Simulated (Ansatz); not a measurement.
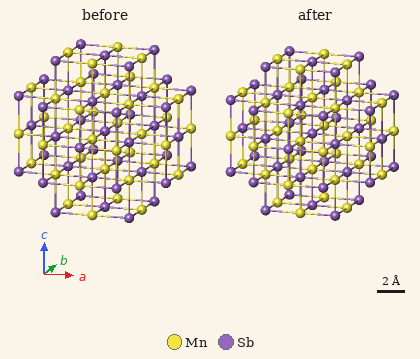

The structure of solid MnSb (set up in Fm-3m) (coarse preliminary run) before (left) and after (right) a relaxation, at one scale.

The picture is a ball-and-stick view of the conventional cell (4 times the calculation's cell), seen slightly off an axis. Lengths and directions refer to the drawn axes.

Case: input drawn at random.

Computed with DFT LDA, scalar-relativistic, plane waves, PAW in Ansatz.

Input
```yaml
crystal:
  lattice:
    - [0.0, 2.9535543532, 2.9535543532]
    - [2.9535543532, 0.0, 2.9535543532]
    - [2.9535543532, 2.9535543532, 0.0]
  atoms:
    - { symbol: Mn, position: [0.0, 0.0, 0.0], spin: 4.18 }
    - { symbol: Sb, position: [0.5, 0.5, 0.5], spin: -0.12 }
basis:
  ecutwfc: 640
kpoints:
  mp_grid: { grid: [1, 1, 1] }
hamiltonian:
  xc: lda
scf:
  occupations: { method: tetrahedron_uncorrected }
  lower_state_search: "off"
  n_extra_bands: 5
output:
  forces: true
  stress: true
  eigenvalues: true
  populations: true
magnetization:
  spin_polarized: true
relax:
  adjacent_minimum: "off"
  f_tol: 0.1
  max_steps: 30
  cell: { p_target: 20 }
```

Launched with:
```bash
ansatz run input.yaml --threads 1 --pin off --max-ram 1331MiB --backend cpu --events-out ev --progress --plain --runs-dir out
```

What changed between the two?

After 3 accepted moves (4 points after the start) the energy has risen by 0.587 eV per cell of the calculation. With the target pressure of 20 GPa, the enthalpy E + pV changes by −0.391 eV per cell of the calculation. All forces vanish by symmetry, so only the cell relaxes. Pressure: 6.11 GPa at the start and 19.98 GPa at the end. At 1 point the geometry stayed and the basis and grid were re-selected for the new cell (energy shift of 0.4 meV per cell of the calculation at most each time). No atom moves by more than 0.005 Å relative to the cell. The drawn cell changes as follows: a = b = c 5.907 → 5.591 Å (−5.4 %); the volume changes by −15.2 %. Near-neighbour distances that change, for instance: Mn1–Sb2 2.954 → 2.795 Å. The space group stays Fm-3m (No. 225). The program noted that the starting moments weren't kept. The run took of the order of 10 core-seconds on a shared host.

Limits of the set-up: the k-point mesh is coarse for a cell with partly filled bands.
